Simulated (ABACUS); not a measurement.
Run report: Ge, single-point calculation at one volume of an equation of state (part 1 of 2)

Ge (Fd-3m, 2 atoms in the cell), computed with Kohn-Sham DFT of a periodic cell, r2SCAN, SG15 ONCV 1.2 PBE, no spin polarisation (ABACUS 3.10.1).

The structure derives from an entry of the Crystallography Open Database. It belongs to a series of runs on one base structure; here: volume scaled by 0.98.

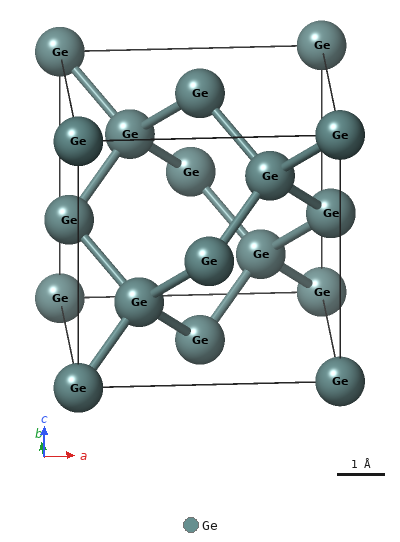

Fig. 1: The input geometry (ball-and-stick view of the cell 4 times as large as that of the calculation, set on its symmetry axes, seen at an oblique angle). An atom can appear more than once, as a periodic image.

Key numbers:

```tsv
quantity	value
outcome	converged
space group (tolerance 0.01 Å)	Fd-3m (227)
electrons treated	28
free energy	−3828.0081 eV
Fermi energy	11.121 eV
gap on the k-point mesh	none (metallic)
pressure	0.05 GPa
largest force (length of the vector)	under 0.001 eV/Å
hardware	4 threads of AMD EPYC (Zen 5), 32 GiB of memory available, shared host
wall time	8.4 s (CPU time 32 s)
peak memory	0.4 GiB
```

Input:
```python
"""ABACUS run from a structure file: ASE reads it, the script writes STRU, KPT and INPUT."""
import re
import subprocess
import spglib
from ase import Atoms
from ase.io import read
from ase.units import Bohr

atoms = read("Ge.cif")
cell, frac, numbers = spglib.standardize_cell((atoms.cell[:], atoms.get_scaled_positions(), atoms.numbers), to_primitive=True, symprec=1e-4)
atoms = Atoms(numbers=numbers, cell=cell, scaled_positions=frac, pbc=True)  # the primitive cell
atoms = atoms[(-atoms.numbers).argsort(kind="stable")]  # ABACUS lists atoms element by element
pseudo = {'Ge': 'Ge_ONCV_PBE-1.2.upf'}
orbital = {}
magmoms = None
kmesh = [5, 5, 5]
params = {
    'suffix': 'Ge',
    'calculation': 'scf',
    'basis_type': 'pw',
    'pseudo_dir': './',
    'symmetry': 1,
    'dft_functional': 'MGGA_X_R2SCAN+MGGA_C_R2SCAN',
    'ecutwfc': 91,
    'pseudo_rcut': 7,
    'nspin': 1,
    'nbands': 18,
    'ks_solver': 'dav',
    'smearing_method': 'fd',
    'smearing_sigma': 0.00367493,
    'scf_thr': 1e-08,
    'scf_nmax': 100,
    'mixing_type': 'broyden',
    'mixing_beta': 0.7,
    'cal_force': 1,
    'cal_stress': 1,
    'mixing_tau': 1,
    'kpar': 4,
}

symbols = atoms.get_chemical_symbols()
elements = list(dict.fromkeys(symbols))
lines = ["ATOMIC_SPECIES"] + [f"{e} {atoms.get_masses()[symbols.index(e)]:.4f} {pseudo[e]}" for e in elements]
if orbital:
    lines += ["", "NUMERICAL_ORBITAL"] + [orbital[e] for e in elements]
lines += ["", "LATTICE_CONSTANT", f"{1 / Bohr:.10f}", "", "LATTICE_VECTORS"]
lines += [" ".join(f"{x:.10f}" for x in v) for v in atoms.cell]
lines += ["", "ATOMIC_POSITIONS", "Direct"]
for e in elements:
    lines += ["", e, "0.0", str(symbols.count(e))]
    for i, p in enumerate(atoms.get_scaled_positions(wrap=False)):
        if symbols[i] == e:
            mag = "" if magmoms is None else " mag " + " ".join(str(x) for x in (magmoms[i] if isinstance(magmoms[i], list) else [magmoms[i]]))
            lines.append(" ".join(f"{x:.10f}" for x in p) + " 1 1 1" + mag)
open("STRU", "w").write("\n".join(lines) + "\n")
open("KPT", "w").write("K_POINTS\n0\nGamma\n%d %d %d 0 0 0\n" % tuple(kmesh))
open("INPUT", "w").write("INPUT_PARAMETERS\n" + "".join(f"{k:<20s}{v}\n" for k, v in params.items()))

done = subprocess.run(['mpirun', '-np', '4', 'abacus'])
if done.returncode:
    raise SystemExit(done.returncode)
log = open("OUT.Ge/running_scf.log").read()
print("final energy (eV):", re.findall(r"FINAL_ETOT_IS (\S+)", log))
```

File Ge.cif:
```
data_Ge
_cell_length_a 5.61984691
_cell_length_b 5.61984691
_cell_length_c 5.61984691
_cell_angle_alpha 90.00000000
_cell_angle_beta 90.00000000
_cell_angle_gamma 90.00000000
_space_group_name_H-M_alt 'Fd-3m'
_space_group_name_Hall 'F 4d 2 3 -1d'
_space_group_IT_number 227
loop_
_space_group_symop_operation_xyz
'x,y,z'
'-y+1/4,x+1/4,z+1/4'
'-x,-y+1/2,z+1/2'
'y+3/4,-x+1/4,z+3/4'
'x,-y,-z'
'-y+1/4,-x+3/4,-z+3/4'
'-x,y+1/2,-z+1/2'
'y+3/4,x+3/4,-z+1/4'
'z,x,y'
'z+1/4,-y+1/4,x+1/4'
'z+1/2,-x,-y+1/2'
'z+3/4,y+3/4,-x+1/4'
'-z,x,-y'
'-z+3/4,-y+1/4,-x+3/4'
'-z+1/2,-x,y+1/2'
'-z+1/4,y+3/4,x+3/4'
'y,z,x'
'x+1/4,z+1/4,-y+1/4'
'-y+1/2,z+1/2,-x'
'-x+1/4,z+3/4,y+3/4'
'-y,-z,x'
'-x+3/4,-z+3/4,-y+1/4'
'y+1/2,-z+1/2,-x'
'x+3/4,-z+1/4,y+3/4'
'-x+1/4,-y+1/4,-z+1/4'
'y,-x,-z'
'x+1/4,y+3/4,-z+3/4'
'-y+1/2,x,-z+1/2'
'-x+1/4,y+1/4,z+1/4'
'y,x+1/2,z+1/2'
'x+1/4,-y+3/4,z+3/4'
'-y+1/2,-x+1/2,z'
'-z+1/4,-x+1/4,-y+1/4'
'-z,y,-x'
'-z+3/4,x+1/4,y+3/4'
'-z+1/2,-y+1/2,x'
'z+1/4,-x+1/4,y+1/4'
'z+1/2,y,x+1/2'
'z+3/4,x+1/4,-y+3/4'
'z,-y+1/2,-x+1/2'
'-y+1/4,-z+1/4,-x+1/4'
'-x,-z,y'
'y+3/4,-z+3/4,x+1/4'
'x,-z+1/2,-y+1/2'
'y+1/4,z+1/4,-x+1/4'
'x+1/2,z+1/2,y'
'-y+3/4,z+3/4,x+1/4'
'-x+1/2,z,-y+1/2'
'x,y+1/2,z+1/2'
'-y+1/4,x+3/4,z+3/4'
'-x,-y,z'
'y+3/4,-x+3/4,z+1/4'
'x,-y+1/2,-z+1/2'
'-y+1/4,-x+1/4,-z+1/4'
'-x,y,-z'
'y+3/4,x+1/4,-z+3/4'
'z,x+1/2,y+1/2'
'z+1/4,-y+3/4,x+3/4'
'z+1/2,-x+1/2,-y'
'z+3/4,y+1/4,-x+3/4'
'-z,x+1/2,-y+1/2'
'-z+3/4,-y+3/4,-x+1/4'
'-z+1/2,-x+1/2,y'
'-z+1/4,y+1/4,x+1/4'
'y,z+1/2,x+1/2'
'x+1/4,z+3/4,-y+3/4'
'-y+1/2,z,-x+1/2'
'-x+1/4,z+1/4,y+1/4'
'-y,-z+1/2,x+1/2'
'-x+3/4,-z+1/4,-y+3/4'
'y+1/2,-z,-x+1/2'
'x+3/4,-z+3/4,y+1/4'
'-x+1/4,-y+3/4,-z+3/4'
'y,-x+1/2,-z+1/2'
'x+1/4,y+1/4,-z+1/4'
'-y+1/2,x+1/2,-z'
'-x+1/4,y+3/4,z+3/4'
'y,x,z'
'x+1/4,-y+1/4,z+1/4'
'-y+1/2,-x,z+1/2'
'-z+1/4,-x+3/4,-y+3/4'
'-z,y+1/2,-x+1/2'
'-z+3/4,x+3/4,y+1/4'
'-z+1/2,-y,x+1/2'
'z+1/4,-x+3/4,y+3/4'
'z+1/2,y+1/2,x'
'z+3/4,x+3/4,-y+1/4'
'z,-y,-x'
'-y+1/4,-z+3/4,-x+3/4'
'-x,-z+1/2,y+1/2'
'y+3/4,-z+1/4,x+3/4'
'x,-z,-y'
'y+1/4,z+3/4,-x+3/4'
'x+1/2,z,y+1/2'
'-y+3/4,z+1/4,x+3/4'
'-x+1/2,z+1/2,-y'
'x+1/2,y,z+1/2'
'-y+3/4,x+1/4,z+3/4'
'-x+1/2,-y+1/2,z'
'y+1/4,-x+1/4,z+1/4'
'x+1/2,-y,-z+1/2'
'-y+3/4,-x+3/4,-z+1/4'
'-x+1/2,y+1/2,-z'
'y+1/4,x+3/4,-z+3/4'
'z+1/2,x,y+1/2'
'z+3/4,-y+1/4,x+3/4'
'z,-x,-y'
'z+1/4,y+3/4,-x+3/4'
'-z+1/2,x,-y+1/2'
'-z+1/4,-y+1/4,-x+1/4'
'-z,-x,y'
'-z+3/4,y+3/4,x+1/4'
'y+1/2,z,x+1/2'
'x+3/4,z+1/4,-y+3/4'
'-y,z+1/2,-x+1/2'
'-x+3/4,z+3/4,y+1/4'
'-y+1/2,-z,x+1/2'
'-x+1/4,-z+3/4,-y+3/4'
'y,-z+1/2,-x+1/2'
'x+1/4,-z+1/4,y+1/4'
'-x+3/4,-y+1/4,-z+3/4'
'y+1/2,-x,-z+1/2'
'x+3/4,y+3/4,-z+1/4'
'-y,x,-z'
'-x+3/4,y+1/4,z+3/4'
'y+1/2,x+1/2,z'
'x+3/4,-y+3/4,z+1/4'
'-y,-x+1/2,z+1/2'
'-z+3/4,-x+1/4,-y+3/4'
'-z+1/2,y,-x+1/2'
'-z+1/4,x+1/4,y+1/4'
'-z,-y+1/2,x+1/2'
'z+3/4,-x+1/4,y+3/4'
'z,y,x'
'z+1/4,x+1/4,-y+1/4'
'z+1/2,-y+1/2,-x'
'-y+3/4,-z+1/4,-x+3/4'
'-x+1/2,-z,y+1/2'
'y+1/4,-z+3/4,x+3/4'
'x+1/2,-z+1/2,-y'
'y+3/4,z+1/4,-x+3/4'
'x,z+1/2,y+1/2'
'-y+1/4,z+3/4,x+3/4'
'-x,z,-y'
'x+1/2,y+1/2,z'
'-y+3/4,x+3/4,z+1/4'
'-x+1/2,-y,z+1/2'
'y+1/4,-x+3/4,z+3/4'
'x+1/2,-y+1/2,-z'
'-y+3/4,-x+1/4,-z+3/4'
'-x+1/2,y,-z+1/2'
'y+1/4,x+1/4,-z+1/4'
'z+1/2,x+1/2,y'
'z+3/4,-y+3/4,x+1/4'
'z,-x+1/2,-y+1/2'
'z+1/4,y+1/4,-x+1/4'
'-z+1/2,x+1/2,-y'
'-z+1/4,-y+3/4,-x+3/4'
'-z,-x+1/2,y+1/2'
'-z+3/4,y+1/4,x+3/4'
'y+1/2,z+1/2,x'
'x+3/4,z+3/4,-y+1/4'
'-y,z,-x'
'-x+3/4,z+1/4,y+3/4'
'-y+1/2,-z+1/2,x'
'-x+1/4,-z+1/4,-y+1/4'
'y,-z,-x'
'x+1/4,-z+3/4,y+3/4'
'-x+3/4,-y+3/4,-z+1/4'
'y+1/2,-x+1/2,-z'
'x+3/4,y+1/4,-z+3/4'
'-y,x+1/2,-z+1/2'
'-x+3/4,y+3/4,z+1/4'
'y+1/2,x,z+1/2'
'x+3/4,-y+1/4,z+3/4'
'-y,-x,z'
'-z+3/4,-x+3/4,-y+1/4'
'-z+1/2,y+1/2,-x'
'-z+1/4,x+3/4,y+3/4'
'-z,-y,x'
'z+3/4,-x+3/4,y+1/4'
'z,y+1/2,x+1/2'
'z+1/4,x+3/4,-y+3/4'
'z+1/2,-y,-x+1/2'
'-y+3/4,-z+3/4,-x+1/4'
'-x+1/2,-z+1/2,y'
'y+1/4,-z+1/4,x+1/4'
'x+1/2,-z,-y+1/2'
'y+3/4,z+3/4,-x+1/4'
'x,z,y'
'-y+1/4,z+1/4,x+1/4'
'-x,z+1/2,-y+1/2'
loop_
_atom_site_label
_atom_site_type_symbol
_atom_site_symmetry_multiplicity
_atom_site_Wyckoff_symbol
_atom_site_fract_x
_atom_site_fract_y
_atom_site_fract_z
_atom_site_occupancy
Ge1 Ge 8 a 0.2500000000 0.2500000000 0.2500000000 1
```

File INPUT:
```
INPUT_PARAMETERS
suffix              Ge
calculation         scf
basis_type          pw
pseudo_dir          ./
symmetry            1
dft_functional      MGGA_X_R2SCAN+MGGA_C_R2SCAN
ecutwfc             91
pseudo_rcut         7
nspin               1
nbands              18
ks_solver           dav
smearing_method     fd
smearing_sigma      0.00367493
scf_thr             1e-08
scf_nmax            100
mixing_type         broyden
mixing_beta         0.7
cal_force           1
cal_stress          1
mixing_tau          1
kpar                4
```

File STRU:
```
ATOMIC_SPECIES
Ge 72.6300 Ge_ONCV_PBE-1.2.upf

LATTICE_CONSTANT
1.8897261258

LATTICE_VECTORS
0.0000000000 2.8099234550 2.8099234550
2.8099234550 0.0000000000 2.8099234550
2.8099234550 2.8099234550 0.0000000000

ATOMIC_POSITIONS
Direct

Ge
0.0
2
0.2500000000 0.2500000000 0.2500000000 1 1 1
0.0000000000 0.0000000000 -0.0000000000 1 1 1
```

File KPT:
```
K_POINTS
0
Gamma
5 5 5 0 0 0
```

Launched with:
```bash
OMP_NUM_THREADS=1 python run_abacus.py > log
```

What the program printed:
```
ABACUS v3.10.1

               Atomic-orbital Based Ab-initio Computation at UStc

 ------------------------------------------------------------------------------------

 READING GENERAL INFORMATION
                           global_out_dir = OUT.Ge/
                           global_in_card = INPUT
                               pseudo_dir = ./
                              orbital_dir =
                                    DSIZE = 4
                                    GSIZE = 1

 READING UNITCELL INFORMATION
                                    ntype = 1
                  lattice constant (Bohr) = 1.88973
              lattice constant (Angstrom) = 1

 READING ATOM TYPE 1
                               atom label = Ge
                      L=0, number of zeta = 1
                      L=1, number of zeta = 1
                      L=2, number of zeta = 1
             number of atom for this type = 2

                        TOTAL ATOM NUMBER = 2
DIRECT COORDINATES
    atom                   x                   y                   z     mag                  vx                  vy                  vz
taud_Ge1            0.2500000000        0.2500000000        0.2500000000  0.0000        0.0000000000        0.0000000000        0.0000000000
taud_Ge2            0.0000000000        0.0000000000        0.0000000000  0.0000        0.0000000000        0.0000000000        0.0000000000

                          Volume (Bohr^3) = 299.44
                             Volume (A^3) = 44.3724

 Lattice vectors: (Cartesian coordinate: in unit of a_0)
                   +0            +2.80992            +2.80992
             +2.80992                  +0            +2.80992
             +2.80992            +2.80992                  +0
 Reciprocal vectors: (Cartesian coordinate: in unit of 2 pi/a_0)
            -0.177941           +0.177941           +0.177941
            +0.177941           -0.177941           +0.177941
            +0.177941           +0.177941           -0.177941
 The esolver type has been set to : ksdft_pw

                PAO radial cut off (Bohr) = 7

 Read in pseudopotential file is Ge_ONCV_PBE-1.2.upf
                     pseudopotential type = NC
          exchange-correlation functional = PBE
                 nonlocal core correction = 0
                        valence electrons = 14
                                     lmax = 2
                           number of zeta = 0
                     number of projectors = 6
                           L of projector = 0
                           L of projector = 0
                           L of projector = 1
                           L of projector = 1
                           L of projector = 2
                           L of projector = 2
 XC functional updated to : MGGA_X_R2SCAN+MGGA_C_R2SCAN
          exchange-correlation functional = MGGA_X_R2SCAN+MGGA_C_R2SCAN
     initial pseudo atomic orbital number = 0

 SETUP THE ELECTRONS NUMBER
            electron number of element Ge = 14
      total electron number of element Ge = 28
            AUTOSET number of electrons:  = 28
                           occupied bands = 14
                                   NBANDS = 18
                                   NLOCAL = 18

%%%%%%%%%%%%%%%%%%%%%%%%%%%%%%%%%%%%%%%%%%%%%%%%%%%%%%%%%%%%%%%%%%%%%%%%%%%%%%%%%%%%%%%%%%%%%%%%%%%%%%%%%%
 Warning: the number of valence electrons in pseudopotential > 4 for Ge: [Ar] 3d10 4s2 4p2
 Pseudopotentials with additional electrons can yield (more) accurate outcomes, but may be less efficient.
 If you're confident that your chosen pseudopotential is appropriate, you can safely ignore this warning.
%%%%%%%%%%%%%%%%%%%%%%%%%%%%%%%%%%%%%%%%%%%%%%%%%%%%%%%%%%%%%%%%%%%%%%%%%%%%%%%%%%%%%%%%%%%%%%%%%%%%%%%%%%

 SETUP THE PLANE WAVE BASIS
 energy cutoff for charge/potential (unit:Ry) = 364
            fft grid for charge/potential = [ 45, 45, 45 ]
                        fft grid division = [ 1, 1, 1 ]
        big fft grid for charge/potential = [ 45, 45, 45 ]
                                     nbxx = 91125
                                     nrxx = 91125

 SETUP PLANE WAVES FOR CHARGE/POTENTIAL
                    number of plane waves = 35053
                         number of sticks = 1417

 PARALLEL PW FOR CHARGE/POTENTIAL
     PROC   COLUMNS(POT)             PW
        1           1417          35053
 --------------- sum -------------------
        1           1417          35053
                            number of |g| = 348
                                  max |g| = 32.8028
                                  min |g| = 0

----------- Double Check Mixing Parameters Begin ------------
mixing_type: broyden
mixing_beta: 0.7
mixing_gg0: 1
mixing_gg0_min: 0.1
mixing_ndim: 8
----------- Double Check Mixing Parameters End ------------
```
